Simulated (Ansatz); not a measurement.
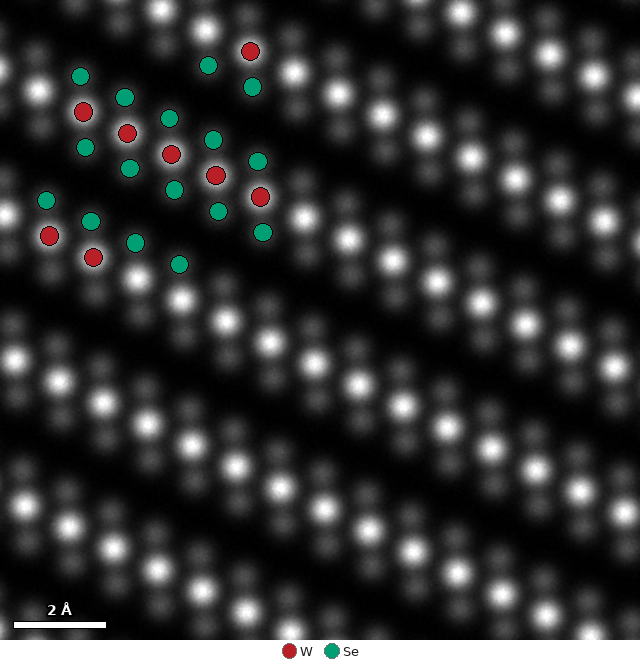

Z-contrast image of WSe2 (R-3m, No. 166) along [101]. Simulated incoherent Z contrast: every atom adds Z^1.6 spread by a probe of 0.51 Å full width; channelling and multiple scattering are left out. The probe carries 15 % of its weight in a tail 2.5 times as wide. Shot noise was added. Atomic positions: the geometry relaxed with DFT PBEsol, scalar-relativistic, plane waves, PAW in Ansatz; the starting structure was generated, so it need not be a known form of this composition.

Coloured dots in one corner mark the columns of the model.

What can be read from this image?

Answer. The columns repeat on an oblique net of 1.07 × 2.82 Å with an angle of 100° (plane group p2). The brightest columns hold 1 W per repeat. The Se columns make no clear peak of their own: they are too faint or too near a brighter column. The shortest distance between visible columns is 1.07 Å in projection (between W columns). Along the beam the structure repeats every 19.74 Å.

```json
{"column": "W", "atoms along the beam per repeat": "1 W", "peak brightness": "100 %"}
{"column": "Se", "atoms along the beam per repeat": "1 Se", "peak brightness": "30 %"}
```
